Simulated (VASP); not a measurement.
Geometry relaxation of Sn (part 1 of 2)

The run: geometry relaxation of Sn (Fd-3m, 2 atoms in the cell). Method and program: Kohn-Sham DFT of a periodic cell, PBE, VASP PAW PBE potentials, recommended, no spin polarisation (VASP 6.6.1).

The structure derives from an entry of the Crystallography Open Database.

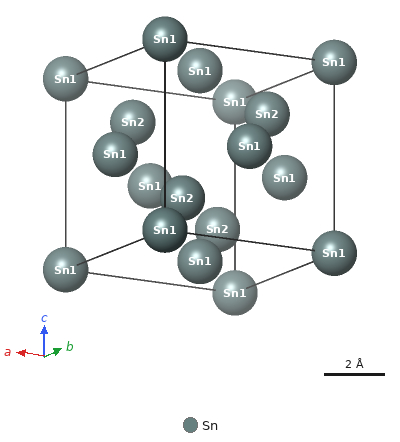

*The structure as given in the input (spheres-only view of the cell 4 times as large as that of the calculation, set on its symmetry axes, seen at an oblique angle; atoms are numbered from 1 in the order of the input). An atom can appear more than once, as a periodic image.*

Key numbers

| quantity | value |
| --- | --- |
| outcome | converged |
| space group (tolerance 0.01 Å) | Fd-3m (227) |
| electrons treated | 28 |
| free energy | −7.6804 eV |
| gap on the k-point mesh | none (metallic) |
| pressure | 0.00 GPa |
| final volume | 72.94 Å³ |
| largest force (length of the vector) at the end | under 0.001 eV/Å |
| final cell | a = 4.690 Å, b = 4.690 Å, c = 4.690 Å, α = 60.00°, β = 60.00°, γ = 60.00° |
| hardware | 1 thread of Intel Xeon @ 2.90GHz (Ice Lake), 360 GiB of memory available, shared host |
| wall time | 72 s |
| peak memory | 0.17 GiB |

INCAR
```
ALGO = Normal
EDIFF = 1E-7
EDIFFG = -0.002
ENCUT = 350
GGA = PE
IBRION = 2
ISIF = 3
ISMEAR = 0
LASPH = T
LCHARG = F
LREAL = F
LWAVE = F
NELM = 80
NSW = 80
PREC = Accurate
SIGMA = 0.02
```

KPOINTS
```
k-points
0
Gamma
  8 8 8
```

POSCAR
```
Sn                                      
1.0
    0.0000000000      3.3142543555      3.3142543555
    3.3142543555     -0.0000000000      3.3142543555
    3.3142543555      3.3142543555     -0.0000000000
  Sn            
     2
Direct
     0.0000000000000000    0.0000000000000000    0.0000000000000000
     0.2500000000000000    0.2500000000000000    0.2500000000000000
```

Launch command:
```bash
cat potpaw_PBE.64/Sn_d/POTCAR > POTCAR
mpirun -np 1 vasp_std > vasp.out
```

OSZICAR
```
N       E                     dE             d eps       ncg     rms          rms(c)
DAV:   1     0.184200300841E+03    0.18420E+03   -0.12381E+04  1046   0.175E+03
DAV:   2     0.967387954077E+01   -0.17453E+03   -0.17257E+03  1044   0.381E+02
DAV:   3    -0.720569430340E+01   -0.16880E+02   -0.16790E+02  1188   0.134E+02
DAV:   4    -0.770724743317E+01   -0.50155E+00   -0.50075E+00  1152   0.251E+01
DAV:   5    -0.772649370941E+01   -0.19246E-01   -0.19246E-01  1388   0.444E+00    0.294E+00
DAV:   6    -0.769368763404E+01    0.32806E-01   -0.27015E-02  1226   0.226E+00    0.173E+00
DAV:   7    -0.767824659708E+01    0.15441E-01   -0.43460E-02  1112   0.237E+00    0.156E-01
DAV:   8    -0.767994897295E+01   -0.17024E-02   -0.47234E-03  1122   0.871E-01    0.498E-02
DAV:   9    -0.768038544026E+01   -0.43647E-03   -0.61711E-04  1174   0.149E-01    0.143E-02
DAV:  10    -0.768040058932E+01   -0.15149E-04   -0.38587E-05  1196   0.593E-02    0.592E-03
DAV:  11    -0.768040533707E+01   -0.47477E-05   -0.84754E-06  1076   0.158E-02    0.999E-04
DAV:  12    -0.768040544449E+01   -0.10742E-06   -0.19516E-07   872   0.374E-03    0.324E-04
DAV:  13    -0.768040540574E+01    0.38744E-07   -0.37707E-08   782   0.172E-03
   1 F= -.76804054E+01 E0= -.76803606E+01  d E =-.768041E+01
       N       E                     dE             d eps       ncg     rms          rms(c)
DAV:   1    -0.768238426568E+01   -0.19788E-02   -0.43270E-02  1164   0.358E+00    0.234E-01
DAV:   2    -0.768082998122E+01    0.15543E-02   -0.27664E-03  1314   0.903E-01    0.106E-01
DAV:   3    -0.768046209187E+01    0.36789E-03   -0.11284E-03  1352   0.551E-01    0.153E-02
DAV:   4    -0.768043498393E+01    0.27108E-04   -0.41931E-05  1184   0.824E-02    0.393E-03
DAV:   5    -0.768043240137E+01    0.25826E-05   -0.19380E-06  1316   0.159E-02    0.189E-03
DAV:   6    -0.768043160437E+01    0.79700E-06   -0.31470E-07   840   0.760E-03    0.781E-04
DAV:   7    -0.768043137017E+01    0.23420E-06   -0.25869E-08   548   0.159E-03    0.163E-04
DAV:   8    -0.768043135113E+01    0.19044E-07   -0.24412E-08   554   0.249E-03
   2 F= -.76804314E+01 E0= -.76803850E+01  d E =-.259454E-04
       N       E                     dE             d eps       ncg     rms          rms(c)
DAV:   1    -0.768058069116E+01   -0.14932E-03   -0.32405E-03  1162   0.977E-01    0.642E-02
DAV:   2    -0.768046046237E+01    0.12023E-03   -0.20831E-04  1314   0.248E-01    0.289E-02
DAV:   3    -0.768043403925E+01    0.26423E-04   -0.83942E-05  1354   0.150E-01    0.421E-03
DAV:   4    -0.768043496719E+01   -0.92794E-06   -0.30940E-06  1176   0.223E-02    0.107E-03
DAV:   5    -0.768043527670E+01   -0.30951E-06   -0.12596E-07   698   0.419E-03    0.511E-04
DAV:   6    -0.768043549875E+01   -0.22205E-06   -0.42643E-08   536   0.318E-03    0.214E-04
DAV:   7    -0.768043552879E+01   -0.30040E-07   -0.88318E-09   522   0.117E-03
   3 F= -.76804355E+01 E0= -.76803897E+01  d E =-.301230E-04
```

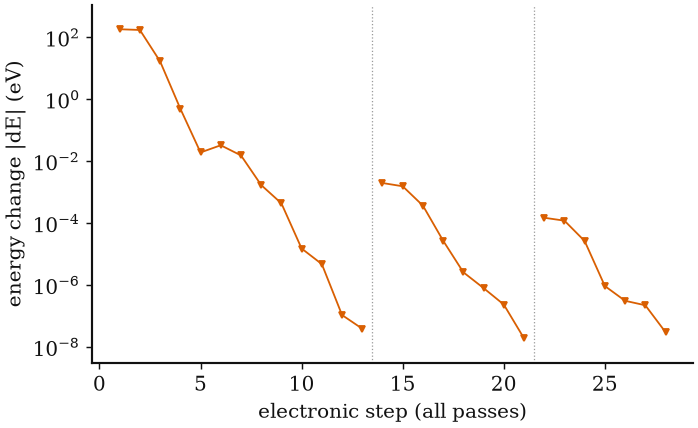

*Convergence of the self-consistent field: energy change |dE| against the electronic step. Each stretch between dotted lines is the SCF of one geometry step of a relaxation.*

The 3 ionic steps take 7 to 13 electronic steps each.

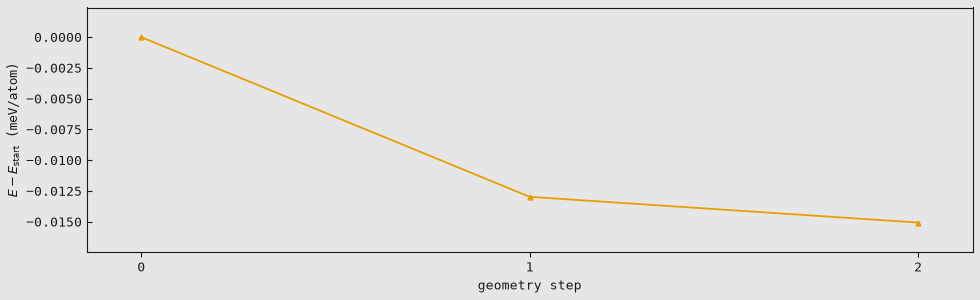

*Progress of the relaxation, step by step (steps are counted from 0).*

No atom moves by more than 0.005 Å relative to the cell. Cell: a = b = c 6.629 → 6.633 Å (+0.1 %). Volume +0.2 %. The space group stays Fd-3m (No. 227). After 2 geometry steps the energy has fallen by next to nothing (0.0 meV per atom). All forces vanish by symmetry, so only the cell relaxes.

Parts of OUTCAR
```
EDIFF = 1E-7
   EDIFFG = -0.002
   ENCUT = 350
   GGA = PE
   IBRION = 2
   ISIF = 3
   ISMEAR = 0
   LASPH = T
   LREAL = F
   NELM = 80
   NSW = 80
   PREC = Accurate

 ion  position               nearest neighbor table
   1  0.000  0.000  0.000-   2 2.87   2 2.87   2 2.87   2 2.87
   2  0.250  0.250  0.250-   1 2.87   1 2.87   1 2.87   1 2.87

  LATTYP: Found a face centered cubic cell.
 ALAT       =     6.6285087110

  Lattice vectors:

 A1 = (   0.0000000000,   3.3142543555,   3.3142543555)
 A2 = (   3.3142543555,   0.0000000000,   3.3142543555)
 A3 = (   3.3142543555,   3.3142543555,   0.0000000000)

Analysis of symmetry for initial positions (statically):
=====================================================================
 Subroutine PRICEL returns:
 Original cell was already a primitive cell.

 Routine SETGRP: Setting up the symmetry group for a
 face centered cubic supercell.

 Subroutine GETGRP returns: Found 48 space group operations
 (whereof 24 operations were pure point group operations)
 out of a pool of 48 trial point group operations.

The static configuration has the point symmetry T_d .
 The point group associated with its full space group is O_h .

Analysis of symmetry for dynamics (positions and initial velocities):
=====================================================================
 Subroutine PRICEL returns:
 Original cell was already a primitive cell.

 Routine SETGRP: Setting up the symmetry group for a
 face centered cubic supercell.

 Subroutine GETGRP returns: Found 48 space group operations
 (whereof 24 operations were pure point group operations)
 out of a pool of 48 trial point group operations.

The dynamic configuration has the point symmetry T_d .
 The point group associated with its full space group is O_h .

 Subroutine INISYM returns: Found 48 space group operations
 (whereof 24 operations are pure point group operations),
 and found     1 'primitive' translations

----------------------------------------------------------------------------------------

                                     Primitive cell

  volume of cell :      72.8094

  direct lattice vectors                    reciprocal lattice vectors
     0.000000000  3.314254356  3.314254356    -0.150863496  0.150863496  0.150863496
     3.314254356  0.000000000  3.314254356     0.150863496 -0.150863496  0.150863496
     3.314254356  3.314254356  0.000000000     0.150863496  0.150863496 -0.150863496

  length of vectors
     4.687063459  4.687063459  4.687063459     0.261303241  0.261303241  0.261303241

  position of ions in fractional coordinates (direct lattice)
     0.000000000  0.000000000  0.000000000
     0.250000000  0.250000000  0.250000000

  ion indices of the primitive-cell ions
   primitive index   ion index
                 1           1
                 2           2

----------------------------------------------------------------------------------------

 KPOINTS: k-points

Automatic generation of k-mesh.
 Grid dimensions read from file:
 generate k-points for:    8    8    8

 Generating k-lattice:

  Cartesian coordinates                     Fractional coordinates (reciprocal lattice)
    -0.018857937  0.018857937  0.018857937     0.125000000  0.000000000  0.000000000
     0.018857937 -0.018857937  0.018857937     0.000000000  0.125000000  0.000000000
     0.018857937  0.018857937 -0.018857937     0.000000000  0.000000000  0.125000000

  Length of vectors
     0.032662905  0.032662905  0.032662905

  Shift w.r.t. Gamma in fractional coordinates (k-lattice)
     0.000000000  0.000000000  0.000000000

 Subroutine IBZKPT returns following result:
 ===========================================

 Found     29 irreducible k-points:

 Following reciprocal coordinates:
            Coordinates               Weight
  0.000000  0.000000  0.000000      1.000000
  0.125000  0.000000  0.000000      8.000000
  0.250000  0.000000  0.000000      8.000000
  0.375000  0.000000  0.000000      8.000000
  0.500000  0.000000  0.000000      4.000000
  0.125000  0.125000  0.000000      6.000000
  0.250000  0.125000  0.000000     24.000000
  0.375000  0.125000  0.000000     24.000000
  0.500000  0.125000  0.000000     24.000000
 -0.375000  0.125000  0.000000     24.000000
 -0.250000  0.125000  0.000000     24.000000
 -0.125000  0.125000  0.000000     12.000000
  0.250000  0.250000  0.000000      6.000000
  0.375000  0.250000  0.000000     24.000000
  0.500000  0.250000  0.000000     24.000000
 -0.375000  0.250000  0.000000     24.000000
 -0.250000  0.250000  0.000000     12.000000
  0.375000  0.375000  0.000000      6.000000
  0.500000  0.375000  0.000000     24.000000
 -0.375000  0.375000  0.000000     12.000000
  0.500000  0.500000  0.000000      3.000000
  0.375000  0.250000  0.125000     24.000000
  0.500000  0.250000  0.125000     48.000000
 -0.375000  0.250000  0.125000     24.000000
 [... further k-points ...]
   k-points           NKPTS =     29   k-points in BZ     NKDIM =     29   number of bands    NBANDS=     18
   number of dos      NEDOS =    301   number of ions     NIONS =      2
   total plane-waves  NPLWV =  27000
   dimension x,y,z NGX =    30 NGY =   30 NGZ =   30
   dimension x,y,z NGXF=    60 NGYF=   60 NGZF=   60
   ions per type =               2
   NGX,Y,Z   is equivalent  to a cutoff of  10.64, 10.64, 10.64 a.u.
   NGXF,Y,Z  is equivalent  to a cutoff of  21.28, 21.28, 21.28 a.u.
 SYSTEM =  unknown system
   PREC   = accura    normal or accurate (medium, high low for compatibility)
   ISTART =      0    job   : 0-new  1-cont  2-samecut
   ICHARG =      2    charge: 1-file 2-atom 10-const
   ISPIN  =      1    spin polarized calculation?
   LNONCOLLINEAR =      F non collinear calculations
   LSORBIT =      F    spin-orbit coupling
   LASPH  =      T    aspherical Exc in radial PAW
   ENCUT  =  350.0 eV  25.72 Ry    5.07 a.u.   7.15  7.15  7.15*2*pi/ulx,y,z
   NELM   =     80;   NELMIN=  2; NELMDL= -5     # of ELM steps
   EDIFF  = 0.1E-06   stopping-criterion for ELM
   LREAL  =      F    real-space projection
   EDIFFG = -.2E-02   stopping-criterion for IOM
   NSW    =     80    number of steps for IOM
   IBRION =      2    ionic relax: 0-MD 1-quasi-New 2-CG
   NFREE  =      1    steps in history (QN), initial steepest desc. (CG)
   ISIF   =      3    stress and relaxation
   ISYM   =      2    0-nonsym 1-usesym 2-fastsym
   POTIM  = 0.5000    time-step for ionic-motion
   TEBEG  =    0.0;   TEEND  =   0.0 temperature during run
   PSTRESS=    0.0 pullay stress
   NELECT =      28.0000    total number of electrons
   NUPDOWN=      -1.0000    fix difference up-down
   EMIN   =  10.00;   EMAX   =-10.00  energy-range for DOS
   EFERMI =   0.00;   METHOD = LEGACY
   ISMEAR =     0;   SIGMA  =   0.02  broadening in eV -4-tet -1-fermi 0-gaus
   EFERMI_NEDOS =   21; number of points for ismear=-14 and -15
   IALGO  =     38    algorithm
   IMIX   =      4    mixing-type and parameters
     AMIX     =   0.40;   BMIX     =  1.00
     AMIX_MAG =   1.60;   BMIX_MAG =  1.00
  volume/ion in A,a.u.               =      36.40       245.67
  Fermi-wavevector in a.u.,A,eV,Ry     =   1.190506  2.249731 19.283606  1.417305
  Thomas-Fermi vector in A             =   2.326589
   LORBIT       =      0    0 simple, 1 ext, 2 COOP (PROOUT), +10 PAW based schemes
   GGA     = PE    functional components
   LHFCALC =     F    Hartree Fock is set to
   AEXX    =    0.0000 exact exchange contribution
   IVDW    =     0    specifies the selected vdW correction
   LEPSILON=     F    determine dielectric tensor
   LRPA    =     F    only Hartree local field effects (RPA)
 conjugate gradient relaxation of ions
 non-spin polarized calculation
 Gauss-broadening in eV      SIGMA  =   0.02
  energy-cutoff  :      350.00
  volume of cell :       72.81
 maximum number of plane-waves:      1106
 NGX is ok and might be reduce to    30
   NGX = 15   NGY = 15   NGZ = 15
```
